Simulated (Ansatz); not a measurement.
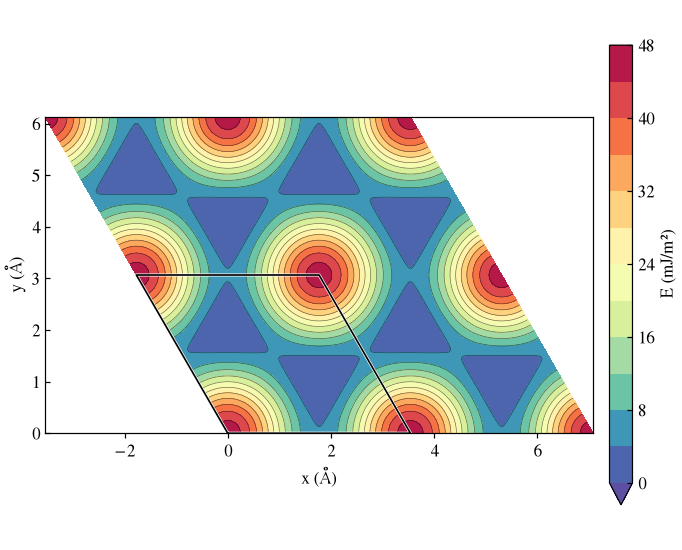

A bilayer of two PtS₂ sheets (1T type), the upper one turned by 180 degrees about the normal (6 atoms in the cell). The upper layer of a bilayer is slid over the lower one; relaxed at each slide: nothing; the origin of the map has S4 above S3; the distance between the facing planes is held at 3.64 Å. Places are given modulo a cell vector. The map is drawn in real space over the plane of the slide. Grid: 6 × 6 points; 7 points were computed and 29 follow by symmetry. Energies are in mJ/m², from the lowest grid point. At a held distance the lowest stacking need not be the one that binds best once the distance relaxes. Level of theory: DFT PBE+D3(BJ), scalar-relativistic, plane waves, PAW (Ansatz). Settings: cutoff 420 eV, k-mesh 9×9×1, gaussian smearing 0.05 eV, no spin polarisation.

Drawn: filled contours, the outline of one cell of the 2 × 2 shown. Between grid points the surface is interpolated.

The lowest grid point is at (2/6, 4/6) of the cell vectors; the map holds 2 wells of about this depth. The highest grid point, (0/6, 0/6) of the cell vectors, lies 46.1 mJ/m² above the lowest. On the interpolated surface the easiest way out of the lowest well to a well of about the same depth near (4/6, 2/6) of the cell vectors passes a barrier of about 4.1 mJ/m². Facing atoms of the upper layer at the lowest point: S above S of a deeper plane, the Pt behind them above S; at the highest: S above S, the Pt behind them above Pt.

The upper layer is now not turned; all else is set up alike.

> How does the landscape change?

The lowest place stays at (2/6, 4/6) of the cell vectors. The span from the lowest to the highest grid point shrinks from 46.1 to 39.6 mJ/m². The easiest pass out of the lowest well stays at about 4.1 mJ/m². Higher wells of the new map: (4/6, 2/6) of the cell vectors, 1.0 mJ/m² up (that grid point lay 0.0 mJ/m² up before). In the new map: facing atoms of the upper layer at the lowest point: S above S of a deeper plane, the Pt behind them above Pt; at the highest: S above S, the Pt behind them above S.

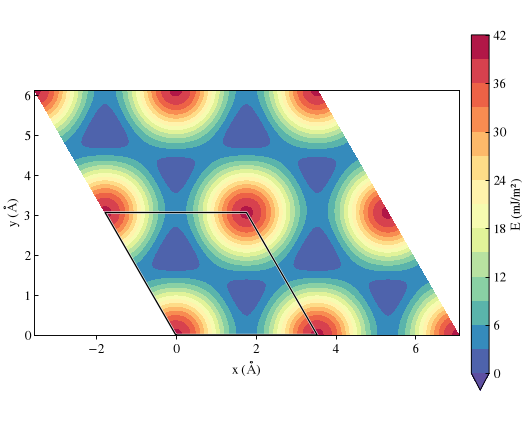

The map after the change, on a colour scale of its own. In the figure: filled contours, the outline of one cell of the 2 × 2 shown. Between grid points the surface is interpolated.

PAW datasets: the set soft_1.
